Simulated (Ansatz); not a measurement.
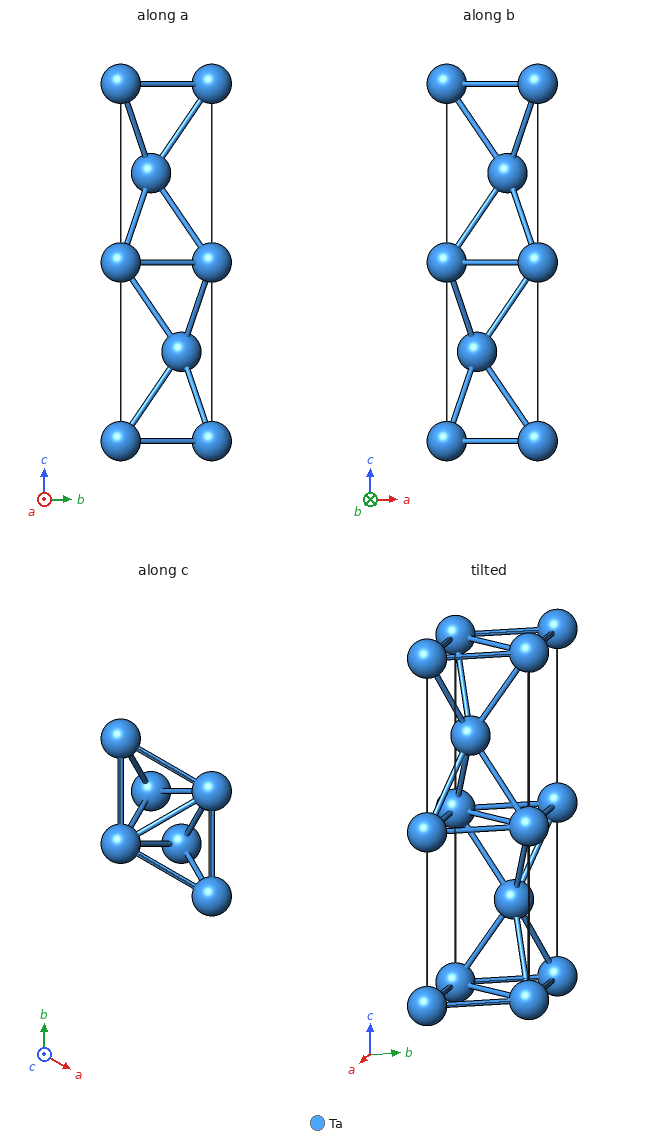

The crystal in a ball-and-stick representation, seen along the a axis, along the b axis, along the c axis and slightly off an axis. The edges of the conventional unit cell are marked.

Lattice parameters: a = 2.933 Å, b = 2.933 Å, c = 9.972 Å, α = 90.00°, β = 90.00°, γ = 120.00°. Put a along x and b in the xy plane.

Q: Express the structure as a POSCAR file.

A:
```
Ta
1.0
     2.933    0.000    0.000
    -1.467    2.540    0.000
     0.000    0.000    9.972
Ta
4
Direct
  0.0000 0.0000 0.0000
  0.0000 0.0000 0.5000
  0.3333 0.6667 0.2500
  0.6667 0.3333 0.7500
```

Starting structure: a structure type filled with this element by a generator (whether the element takes this form wasn't checked). Earlier steps of the study may have refined or changed the cell and positions. It went into a calculation with Ansatz.
